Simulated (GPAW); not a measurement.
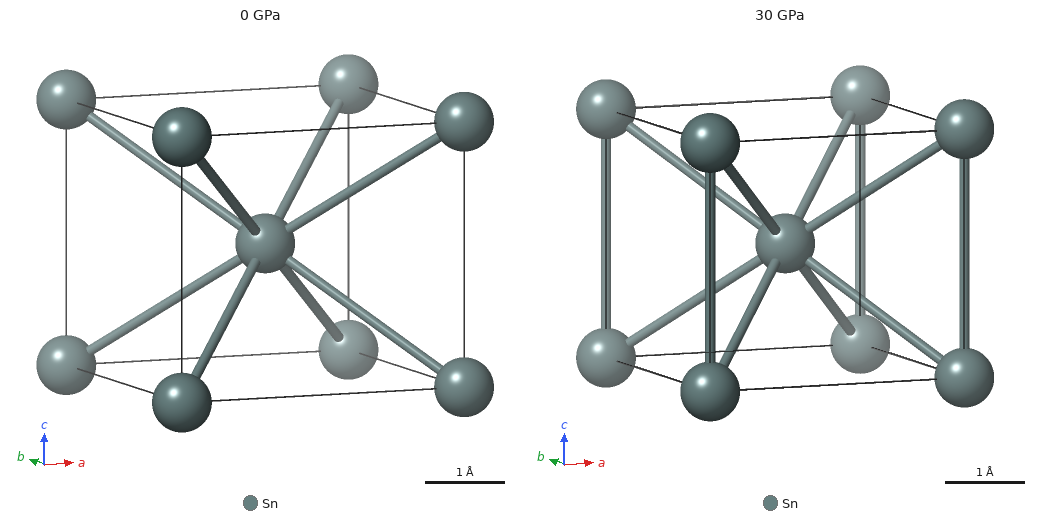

Sn, space group I4/mmm (No. 139), relaxed (cell and atoms) under a series of hydrostatic pressures; the conventional cell is drawn at the lowest and the highest, to one scale (sticks follow a distance rule). The start was a structure listed in the Materials Project. This isn't the form of Sn at room conditions, which is tetragonal (white tin).

Alike in all runs: GPAW 26.7.0; functional PBEsol; potentials PAW data sets generated in the run's folder for this functional; cutoff 600 eV; k mesh 9 × 9 × 9 on the run's cell of 1 atom; occupations fermi-dirac, width 0.05 eV; no spin polarisation; no spin-orbit coupling.

```tsv
pressure (GPa)	volume (Å³/atom)	a (Å)	c (Å)
0.0	26.068	3.900	3.427
2.0	?	?	?
5.0	24.150	3.769	3.400
10.0	22.885	3.701	3.341
20.0	21.041	3.583	3.278
30.0	19.792	3.513	3.207
```

**Fit a third-order Birch-Murnaghan equation to the rows given and use it to fill in the volume that is left out.**

The fit gives V0 = 26.05 Å³/atom, B0 = 56 GPa and B0′ = 4.8, which puts the volume at 2.0 GPa at 25.20 Å³/atom. The run gave volume 25.214 Å³/atom; a 3.848 Å; c 3.406 Å.

**Which axis yields most up to 30 GPa?**

The a axis: a −9.9 %, c −6.4 %, against −24.1 % in volume.

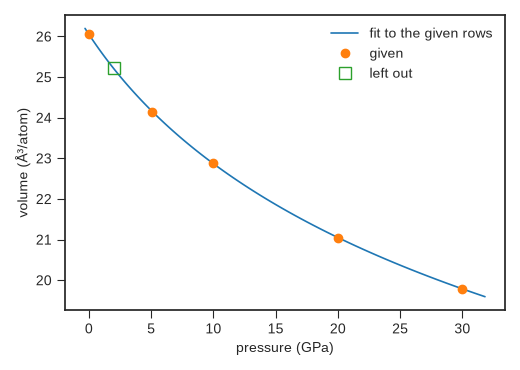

Volume against pressure, with the fit. The structure was kept in its own symmetry, so a change to another phase within this range wouldn't be seen.

Caveat: later steps reuse the first step's grids.
